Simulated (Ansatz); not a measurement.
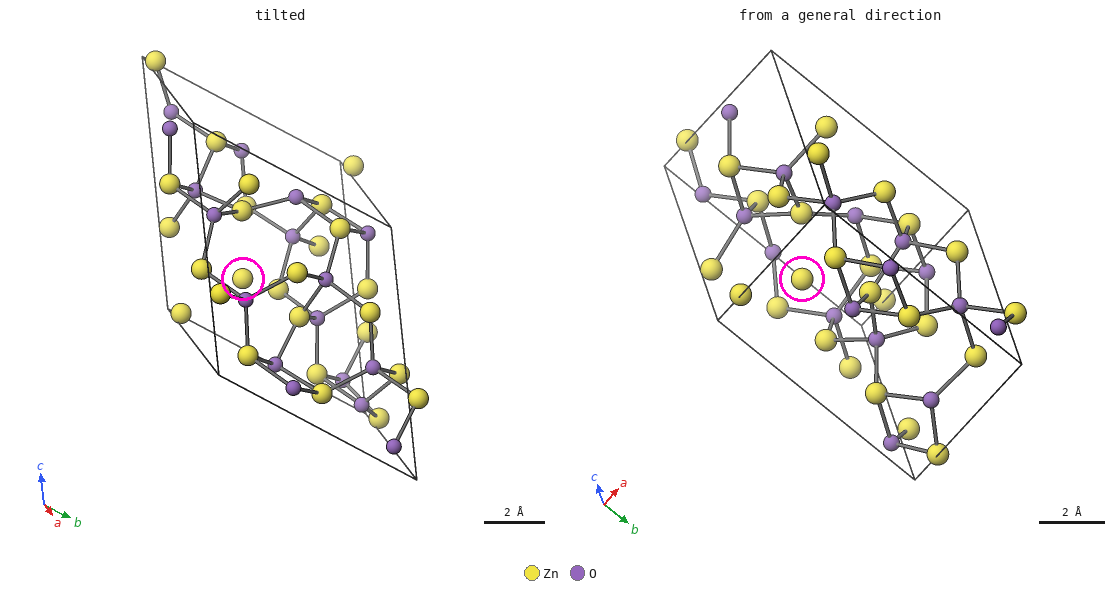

A ball-and-stick rendering, viewed slightly off an axis and from a general direction. One supercell is framed, with atoms on its boundary repeated. The host is ZnO, in a cell of 32 sites, and the cell is neutral. A ring marks the defect's site.

Question: Spot the defect.

Answer: Zinc on an oxygen site (an antisite). It is bonded to no bonds drawn. Not all metal-metal contacts are counted.

The atoms were relaxed in the host's cell with DFT PBE, scalar-relativistic, plane waves, PAW (Ansatz).
